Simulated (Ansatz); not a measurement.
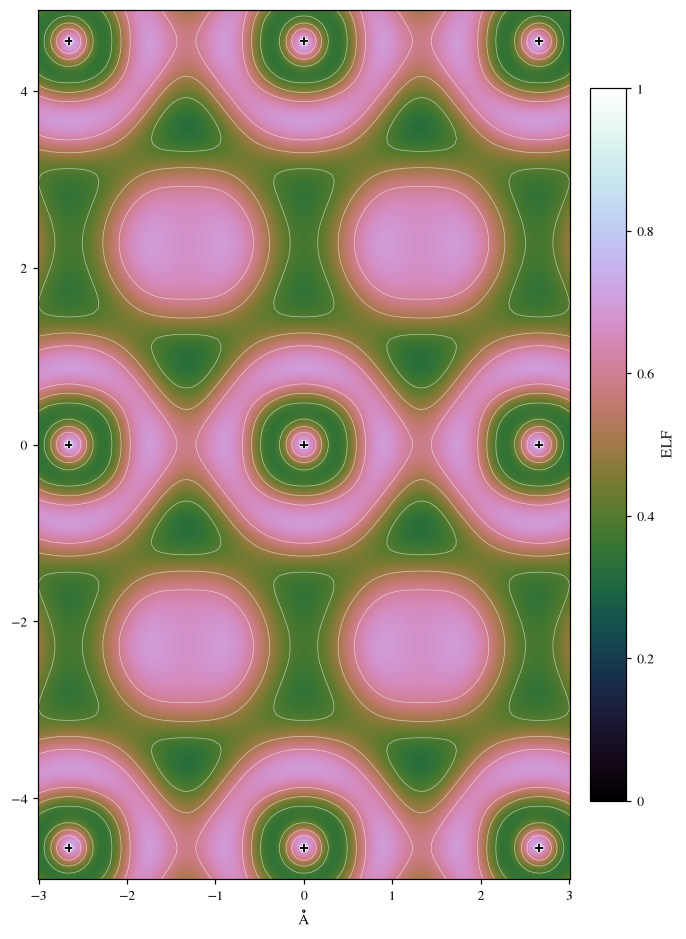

The electron localisation function on a plane through atoms (crosses mark nuclei in the plane).

Theory: Ansatz 0.2.0, DFT, PBEsol, PAW with Ansatz's default frozen-core files, scalar-relativistic; relaxation of cell and atoms.

Candidates:
A. Si, a = 2.66 Å, b = 2.66 Å, c = 4.56 Å, α = 90.00°, β = 90.00°, γ = 120.00°. Space group P6₃/mmc.
B. InAs, a = 6.09 Å, b = 6.09 Å, c = 6.09 Å, α = 90.00°, β = 90.00°, γ = 90.00°. Space group F-43m.
C. AgI, a = 4.56 Å, b = 4.56 Å, c = 7.45 Å, α = 90.00°, β = 90.00°, γ = 120.00°. Space group P6₃mc.

Which system is this?

Candidate A: Si on the (100) plane of the conventional cell, which holds Si. Si–Si (2.66 Å): the ELF peaks at about 0.70 between the atoms.
